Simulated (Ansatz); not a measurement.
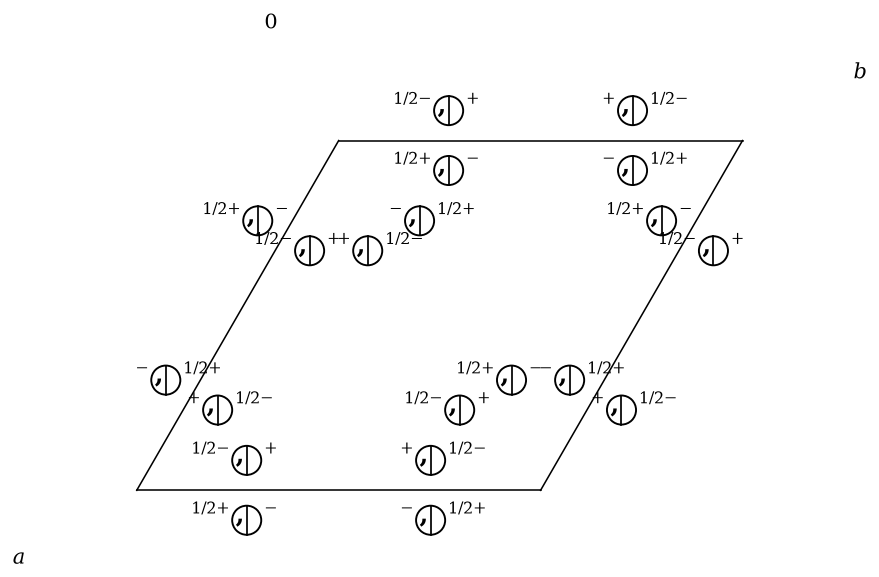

General positions of a space group, projected down c, computed from the operations of a computed or model structure of composition Si, which need not be its known form.

A circle is a general position, a comma marks the mirror image, + and − with a fraction give the height (along the projection axis: ½+ is ½ plus the coordinate, − is its negative), and a split circle stands for two positions above each other.

Identify the space group.

Answer. No. 194, P6₃/mmc; primitive hexagonal, point group 6/mmm, 24 general positions a cell.

Write the general positions (in any order).

Answer. x, y, z; −x, −y, −z; x−y, x, z+1/2; −x+y, −x, −z+1/2; −y, x−y, z; y, −x+y, −z; −x, −y, z+1/2; x, y, −z+1/2; −x+y, −x, z; x−y, x, −z; y, −x+y, z+1/2; −y, x−y, −z+1/2; −y, −x, −z+1/2; y, x, z+1/2; −x, −x+y, −z; x, x−y, z; −x+y, y, −z+1/2; x−y, −y, z+1/2; y, x, −z; −y, −x, z; x, x−y, −z+1/2; −x, −x+y, z+1/2; x−y, −y, −z; −x+y, y, z
